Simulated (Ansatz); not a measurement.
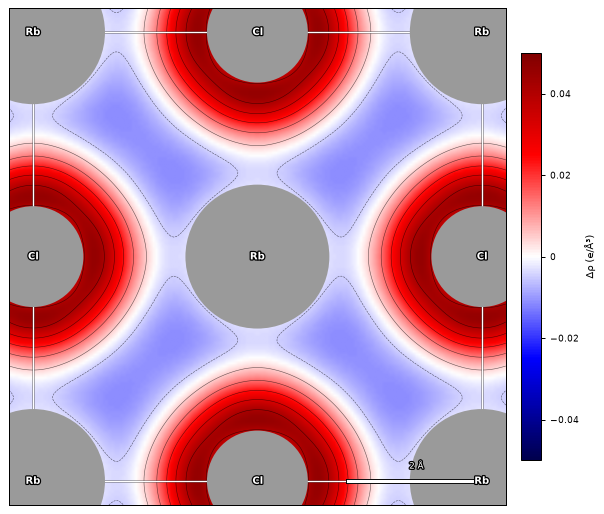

RbCl. Deformation density (self-consistent density less superposed neutral spherical atoms): a map on the (001) plane of the conventional cell, with grey discs over the atomic cores. Cores are masked to 1.0 Å (Rb) and 0.7 Å (Cl).

Space group Fm-3m.

All numbers below come from Ansatz 0.2.0, DFT PBE, scalar-relativistic, plane waves, PAW.

In a PAW calculation such maps are meaningful between the atoms, not at the nuclei.

Question: Where does charge go when the atoms form this crystal?

Answer: Cl–Rb (3.27 Å): Δρ is +0.005 e/Å³ at the midpoint, so little or no bond charge builds up halfway.
Over the whole cell, outside the masked cores, the largest gain, 0.05 e/Å³, lies 0.9 Å from a chlorine nucleus, and the largest loss, 0.013 e/Å³, lies 1.9 Å from a rubidium nucleus.
In all about 0.20 e an atom is rearranged against the free atoms.
Bader charges: Rb +0.84 and Cl −0.84 e.

The run took 11 s on 1 thread of Arm Neoverse V1, on a shared host, peak memory 0.31 GiB.
